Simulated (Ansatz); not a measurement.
System: AlP (slab).

The calculation's input:

```
crystal:
  lattice:
    - [3.8938964361, 0.0, 0.0]
    - [-1.9469482181, 3.3722132334, 0.0]
    - [0.0, 0.0, 25.3328976613]
  atoms:
    - { symbol: P, position: [0.0, 0.0, 0.2960577231] }
    - { symbol: Al, position: [0.3333333333, 0.6666666667, 0.327433458] }
    - { symbol: P, position: [0.3333333333, 0.6666666667, 0.4215606627] }
    - { symbol: Al, position: [0.6666666667, 0.3333333333, 0.4529363976] }
    - { symbol: P, position: [0.6666666667, 0.3333333333, 0.5470636024] }
    - { symbol: Al, position: [0.0, 0.0, 0.5784393373] }
    - { symbol: P, position: [0.0, 0.0, 0.672566542] }
    - { symbol: Al, position: [0.3333333333, 0.6666666667, 0.7039422769] }
basis:
  ecutwfc: 420
kpoints:
  mp_grid: { grid: [9, 9, 1] }
hamiltonian:
  xc: pbe
scf:
  occupations: { method: gaussian, width: 0.05 }
output:
  forces: true
  stress: true
  eigenvalues: true
  write_density: true
  write_potential: true
  elf: true
  volumetric_format: npy
efield:
  axis: 3
  dipole_correction: true
  ramp_width: 0.04
```

Run with:

```sh
ansatz run input.yaml --threads 1 --pin off --max-ram 2560MiB --backend cpu --events-out ev --progress --plain --runs-dir out
```

Not relaxed (largest force 0.8 eV/Å).

All numbers below come from Ansatz 0.2.0, DFT PBE, scalar-relativistic, plane waves, PAW.

**Predict the valence pseudo-density and electron localisation function between the atoms.**

Al–P (2.38 Å): the density is about 0.48 e/Å³ at the midpoint; the ELF peaks at about 0.95 between the atoms.

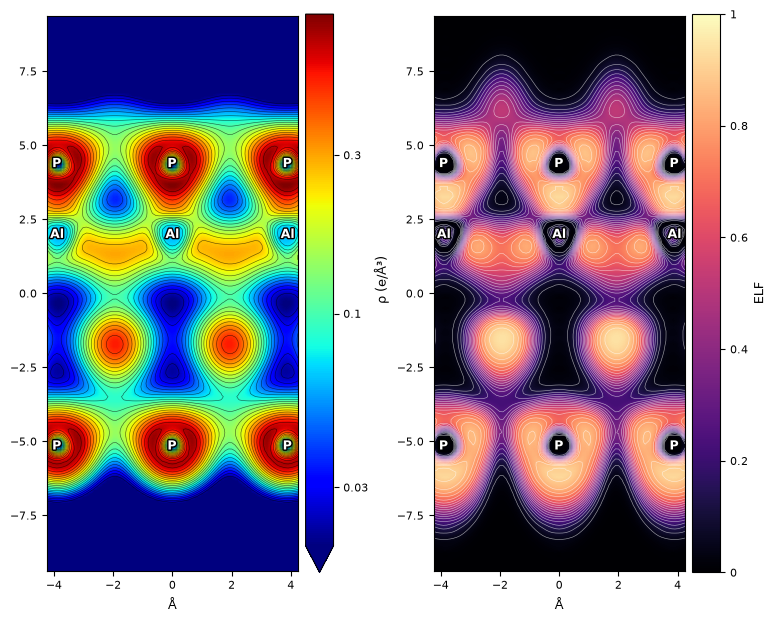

Computed valence pseudo-density and electron localisation function on the (010) plane of the calculation cell, a cut from vacuum to vacuum, in this order. 

Core electrons are frozen (PAW), and the valence fields are smoothed inside the atomic spheres.
